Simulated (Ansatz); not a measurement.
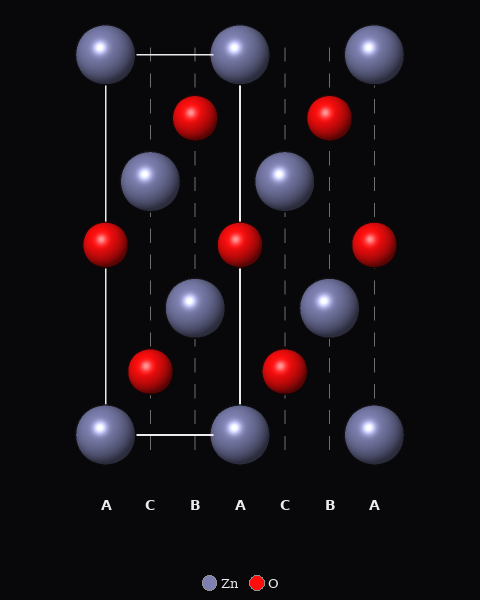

The picture looks along a close-packed row of the hexagonal mesh; [111] points upwards. The dashed lines mark the three columns A (0, 0), B (1/3, 2/3) and C (2/3, 1/3). The box is the hexagonal cell of the face-centred cubic lattice. The sequence starts with the first layer at or above the cell's origin.

The compound is ZnO, taken as the input geometry of an electronic-structure calculation (not necessarily at equilibrium); the starting structure was generated, so it need not be a known form of this composition.

### Read off the stacking sequence over one period.

Zn(A) – O(C) – Zn(B) – O(A) – Zn(C) – O(B) (six layers in 7.39 Å).

### How are the O layers alone stacked?

O layers alone: CAB, the cubic close-packed type.

### Which positions between or in the O layers do the other atoms fill?

Zn: three octahedral sites (per hexagonal cell).

Heights of the layers:

```csv
layer,atoms (column),height (Å),to next (Å)
1,Zn(A),0.00,1.23
2,O(C),1.23,1.23
3,Zn(B),2.46,1.23
4,O(A),3.70,1.23
5,Zn(C),4.93,1.23
6,O(B),6.16,1.23
```
